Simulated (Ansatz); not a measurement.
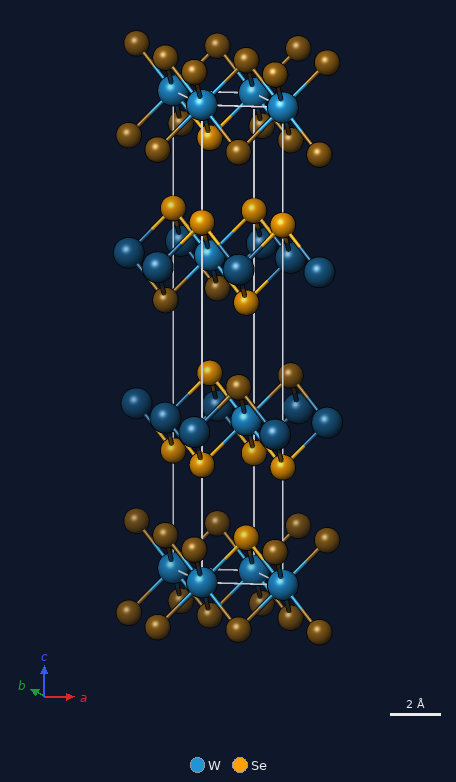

*The structure as given in the input (ball-and-stick view of the cell 3 times as large as that of the calculation, set on its symmetry axes, seen slightly off an axis; neighbours outside the cell are drawn fainter).*

Near neighbours in the crystal (not all of them lie inside the picture): W has 6 Se at 2.55 Å; Se has 3 W at 2.55 Å.

**Single-point calculation, with input and output: WSe2**

System: WSe2 (R-3m, 3 atoms in the cell).
Method: DFT, PBE, plane waves, PAW, no spin polarisation (Ansatz 0.2.0).

The structure was built on a prototype by a generator. Some settings of this run were made unusual or wrong on purpose. The geometry comes from this level: r2scan-rvv10.

Output:
```
basis.fft_grid_basis auto: the FFT boxes are laid along the combinations [[1, 0, -1], [0, 1, -1], [0, 0, 1]] of the cell's own vectors, 3.287, 3.287 and 6.769 Å long. The dense box has 24×24×48 points. Along the cell's own vectors, as sized, it would have 48×48×48, 4.00 times as many. Of the 12 symmetry operations that the crystal satisfies within crystal.symmetry.tolerance (time reversal apart; of a slab, those that keep its plane) the dense box along the cell's own vectors carries 12, and the one as laid loses 8 of those. basis.fft_grid_basis: typed keeps the cell's own vectors: state it where this run's energies or levels are differenced outside the engine with another run's, or held beside a run that keeps those vectors.
scf.n_extra_bands = 4 over 23 filled bands (N_el = 45.0): the run solves 27 bands
Engine: ansatz 0.2.0, x86_64-unknown-linux-gnu
Pseudopotentials: kind: paw
Pseudopotential: W, paw, valence charge 14, recommended cutoff 420 eV (normal), W.paw.azcp
Pseudopotential: Se, paw, valence charge 16, recommended cutoff 420 eV (normal), Se.paw.azcp
Functional definition: PBE
  parameter kappa = 0.804
  parameter beta = 0.06672455060314922
  exchange = pbe_x(kappa = kappa, mu = beta*pi^2/3)
  correlation = pbe_c(beta = beta)
Crystal: 3 atoms, lattice volume = 60.779 Å³
Basis set: ecut = 420 eV, 1209 PW (Γ), FFT grids on a1−a3, a2−a3, a3, exchange–correlation on 48×48×96 points (8 copies of the dense FFT grid, shifted against one another)
Bands: 27, of which v1, the nominal top of the filled ones, is band 23 counted from 1 (22 counted from 0)
Symmetry: 12 space group operations
Space group: R-3m (ITA 166), of the structure as read, at distance tolerance 3.9e-5 Å
k-points: 32 of 216
Non-local potential: W, projectors of the file, l = 0: 3, l = 1: 2, l = 2: 2, l = 3: 1
Non-local potential: Se, projectors of the file, l = 0: 2, l = 1: 2, l = 2: 3, l = 3: 1
PAW form: soft (Blöchl's): semilocal exchange-correlation on the pseudo side does not see the compensation charge
PAW one-centre angular grid: W, 590 points (default); XC on 64 Gauss nodes
PAW one-centre angular grid: Se, 590 points (default); XC on 64 Gauss nodes
Initial density: superposition of atomic densities (neutral atoms scaled as one to the charged cell's electrons: chi_scale 0, normalization atom), corrected by the library's trained network
Initial wavefunctions: pseudopotential atomic-orbital guess
Functional: x = pbe(κ = 0.804, μ = 0.2195149727645171), c = pbe(β = 0.06672455060314922)
SCF iter   1: F=—  HF=-21337.955410 eV  |F-HF|=—  |Δ(HF+E_count)|=         —  Δρ=6.36e-2  dr2=2.86e0  ethr=1.77e-3  ⟨swp⟩=6.3  Hψ=3620  notcnv=0
preconditioner: auto → LDOS  [metal: Δε(μ)=0.042 eV  Ē_g=7.951 eV  σ=0.020 eV  W_gap=0.44  n_scr=22 (ndim 8)  ℏωp=19.6 eV  f_vac=0.036  D(μ)=0.95/eV (n_scr^D=2)  β→1.0]
SCF iter   2: F=—  HF=-21337.047144 eV  |F-HF|=—  |Δ(HF+E_count)|=   9.08e-1  Δρ=2.75e-2  dr2=1.61e0  ethr=1.77e-3  ⟨swp⟩=3.3  Hψ=2092  notcnv=0  defer=2
SCF iter   3: F=—  HF=-21336.705694 eV  |F-HF|=—  |Δ(HF+E_count)|=   3.41e-1  Δρ=4.24e-3  dr2=1.46e-2  ethr=1.77e-3  ⟨swp⟩=3.2  Hψ=1794  notcnv=0  defer=2
SCF iter   4: F=—  HF=-21336.701431 eV  |F-HF|=—  |Δ(HF+E_count)|=   4.26e-3  Δρ=1.61e-3  dr2=3.60e-3  ethr=3.23e-5  ⟨swp⟩=2.1  Hψ=1832  notcnv=0  defer=2
SCF iter   5: F=—  HF=-21336.701178 eV  |F-HF|=—  |Δ(HF+E_count)|=   2.53e-4  Δρ=7.19e-4  dr2=1.06e-3  ethr=8.00e-6  ⟨swp⟩=2.0  Hψ=1230  notcnv=0  defer=2
SCF iter   6: F=—  HF=-21336.701067 eV  |F-HF|=—  |Δ(HF+E_count)|=   1.11e-4  Δρ=2.72e-4  dr2=1.05e-4  ethr=2.35e-6  ⟨swp⟩=1.6  Hψ=1038  notcnv=0  defer=2
SCF iter   7: F=—  HF=-21336.701058 eV  |F-HF|=—  |Δ(HF+E_count)|=   9.42e-6  Δρ=7.26e-5  dr2=9.33e-6  ethr=2.33e-7  ⟨swp⟩=1.8  Hψ=916  notcnv=0  defer=2
SCF iter   8: F=—  HF=-21336.701051 eV  |F-HF|=—  |Δ(HF+E_count)|=   6.86e-6  Δρ=8.17e-6  dr2=4.82e-8  ethr=2.22e-10  ⟨swp⟩=4.8  Hψ=4624  notcnv=0
SCF iter   9: F=-21336.701051 eV  HF=-21336.701051 eV  |F-HF|=4.62e-9  |Δ(HF+E_count)|=   1.74e-8  Δρ=2.33e-6  dr2=5.20e-9  ethr=1.07e-10  ⟨swp⟩=3.0  Hψ=3133  notcnv=0
SCF 1 converged in 9 iterations: F = -21336.701051 eV  dr2 = 5.20e-9
  greatest PAW one-centre occupation: 1.000 electrons in one spin orbital (limit 2), on the Se atom at site 2 (counted from 0), in its partial waves of l = 2
```

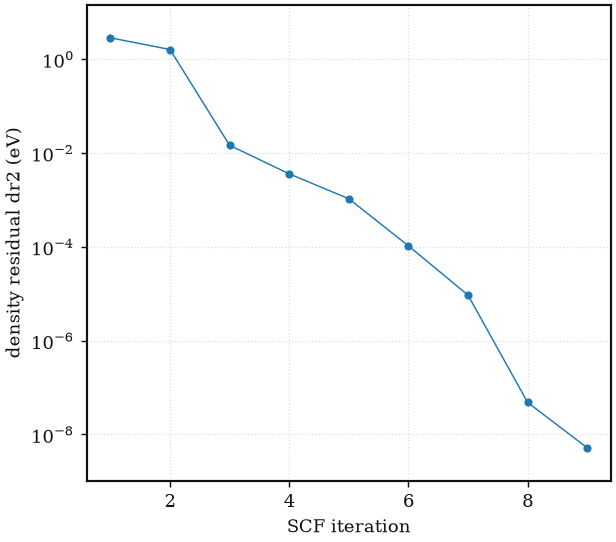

*Convergence of the self-consistent field: density residual dr2 against the SCF iteration.*

The residual falls at every step.

```
SCF converged after 9 iterations
Free energy (F): -21336.701051 eV
Harris-Foulkes:  -21336.701051 eV  (|F-HF|=4.62e-9)
Internal energy: -21336.699500 eV  (E = F + TS)
E sigma→0 (E₀):  -21336.700275 eV
Entropy (-TS):   -0.001551 eV (-0.517 meV/atom)
Fermi energy:    12.507905 eV
--- Per-component energies (eV) ---
  E_band       = -863.393664
  E_kinetic    = 668.371956
  E_local      = -5627.003237  (includes V_loc(G=0)·N_el)
  E_nonlocal   = -1188.599937
  E_hartree    = 2698.217462
  E_xc         = -464.033016
  E_vxc        = -420.530402  (∫ρ·V_xc dr)
  E_paw        = -12387.214756  (= ΣΔE_a)
  E_vpaw       = 307.934777  (= ΣTr[D̂ρ^β])
  E_aug_tail   = -0.001245  (compensation charges beyond the density's cutoff)
  E_ewald      = -5036.436726
  E_smearing   = -0.001551  (= −TS)
  E_closure    = 0.000000  (closes the sum)
  E_deformation_potential = 18.924756  (in the stress; not in F)
  Σ components = -21336.701051   (vs F -21336.701051, Δ=0.00e0)
--- Forces (eV/Å), atoms counted from 1 ---
  atom   1  W     -0.00000000    -0.00000000     0.00000000
  atom   2  Se     0.00000000     0.00000000    -0.11262286
  atom   3  Se    -0.00000000    -0.00000000     0.11262286
  max |Σ_I F_I| component: 2.31e-18 eV/Å
--- Stress (GPa, compression-positive) ---
        6.720851       0.000000       0.000000
        0.000000       6.720851       0.000000
        0.000000       0.000000       5.509206
  P = ⅓ Tr σ = 6.3170 GPa (63.170 kbar)
--- Band table (eV; the first three rows and the last of 32) ---
  k-point 0: bands = ["-61.9037", "-35.1637", "-35.1637", "-35.1632", "-35.1632", "-35.1310", "-35.1310", "-35.1309", "-35.1309", "-35.1158", "-35.1152", "-26.0572", "-26.0572", "-26.0257", "-2.2256", "-0.7622", "5.9568", "9.7990", "9.7990", "11.6605", "11.7346", "12.4795", "12.4795", "13.7084", "13.7084", "16.7712", "16.7712"]
  k-point 1: bands = ["-61.9012", "-35.1635", "-35.1634", "-35.1626", "-35.1621", "-35.1317", "-35.1313", "-35.1310", "-35.1309", "-35.1153", "-35.1147", "-26.1141", "-26.0705", "-26.0141", "-1.8003", "-0.6159", "6.5312", "8.9186", "9.9779", "10.5275", "11.5588", "11.7643", "12.0532", "13.5078", "14.3030", "15.9887", "16.5519"]
  k-point 2: bands = ["-61.8961", "-35.1638", "-35.1631", "-35.1604", "-35.1600", "-35.1329", "-35.1317", "-35.1315", "-35.1311", "-35.1141", "-35.1138", "-26.2264", "-26.0971", "-25.9908", "-0.8224", "-0.2026", "7.2910", "7.8558", "8.5100", "9.7714", "10.4540", "11.3344", "11.8212", "14.4022", "14.4464", "16.5963", "16.7371"]
  k-point 31: bands = ["-61.9037", "-35.1636", "-35.1636", "-35.1632", "-35.1632", "-35.1312", "-35.1312", "-35.1307", "-35.1307", "-35.1155", "-35.1155", "-26.0572", "-26.0572", "-26.0257", "-1.9785", "-1.1550", "6.9595", "9.3245", "9.8199", "9.8199", "12.4921", "12.4921", "12.7855", "13.5682", "13.5682", "16.9279", "16.9279"]
```

This output came from the following input.

Input file:
```yaml
crystal:
  lattice:
    - [1.6433003395, 0.9487598934, 6.4972670243]
    - [-1.6433003395, 0.9487598934, 6.4972670243]
    - [0.0, -1.8975197868, 6.4972670243]
  atoms:
    - { symbol: W, position: [0.0, 0.0, 0.0] }
    - { symbol: Se, position: [0.2462563273, 0.2462563273, 0.2462563273] }
    - { symbol: Se, position: [0.7537436727, 0.7537436727, 0.7537436727] }
kpoints:
  mp_grid: { grid: [6, 6, 6] }
hamiltonian:
  xc: pbe
scf:
  occupations: { method: fermi_dirac, width: 0.02 }
  n_extra_bands: 4
  max_iter: 63
output:
  forces: true
  stress: true
  eigenvalues: true
total_charge: 1
```

Launch command:
```bash
ansatz run input.yaml --threads 4 --pin off --max-ram 3686MiB --backend cpu --events-out ev --progress --plain --runs-dir out
```

Outcome:

| quantity | value |
| --- | --- |
| outcome | converged |
| space group (tolerance 0.01 Å) | R-3m (166) |
| electrons treated | 45 |
| free energy | −21336.7011 eV |
| Fermi energy | 12.508 eV |
| pressure | 6.32 GPa |
| largest force (length of the vector) | 0.113 eV/Å |
| hardware | 4 threads of an x86-64 CPU, shared host |
| wall time | 3.1 s (CPU time 8.4 s) |
| peak memory | 0.42 GiB |

Some settings of this run were drawn to be unusual or wrong. It converged; results that depend on the unusual settings are not reference values.
